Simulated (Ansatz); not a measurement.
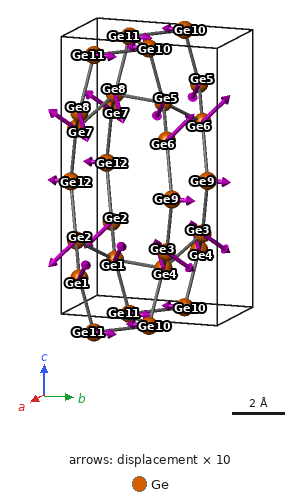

A relaxation of crystalline Ge (a generated structure, set up in Pnnm) (coarse preliminary run). The starting structure is drawn; purple arrows show the displacements (the part carried along by the change of the cell is left out), magnified 10 times.

The picture is a ball-and-stick view of the cell of the calculation, repeated 2 × 1 × 1 with one cell outlined, seen slightly off an axis.

Level of theory: DFT PBE, scalar-relativistic, plane waves, PAW in Ansatz. Settings: plane-wave cutoff 420 eV; k-point mesh 4 × 4 × 2; occupations gaussian; smearing width 0.1 eV; no spin polarisation; cell and atoms relaxed; force threshold 0.04 eV/Å; at most 70 steps.

> What did the optimiser do to the structure, and how much energy did it gain?

The largest moves relative to the cell, 0.16 Å, are those of 8 atoms (Ge1, Ge2, Ge3, Ge4 and others). Ge6 goes along [−3 1 1]. The drawn cell changes as follows: a 3.894 → 4.064 Å (+4.4 %), b 6.472 → 7.168 Å (+10.8 %), c 10.991 → 11.525 Å (+4.9 %); the volume changes by +21.2 %. Some distances before and after: Ge1–Ge11 2.307 → 2.539 Å, Ge1–Ge2 2.391 → 2.506 Å, Ge10–Ge11 2.499 → 2.553 Å, Ge10–Ge11 (another image) 2.467 → 2.512 Å. Bond angles that change, for instance: Ge6–Ge5–Ge8 93.0° → 101.6°, Ge6–Ge5–Ge10 108.3° → 103.6°, Ge2–Ge12–Ge7 147.0° → 143.4°. The space group stays Pnnm (No. 58). After 5 accepted moves (7 points after the start) the energy has fallen by 185 meV per atom. The largest force component goes from 1.2 to 0.0089 eV/Å. Pressure: 11.72 GPa at the start and 0.03 GPa at the end. At 2 points the geometry stayed and the basis and grid were re-selected for the new cell (energy shift of 2.6 meV per atom at most each time). Cost: 4.9 min on 1 thread of Arm Neoverse V1, on a shared host, peak memory 0.8 GiB.

Limits of the set-up: the k-point mesh is coarse for a cell with partly filled bands.
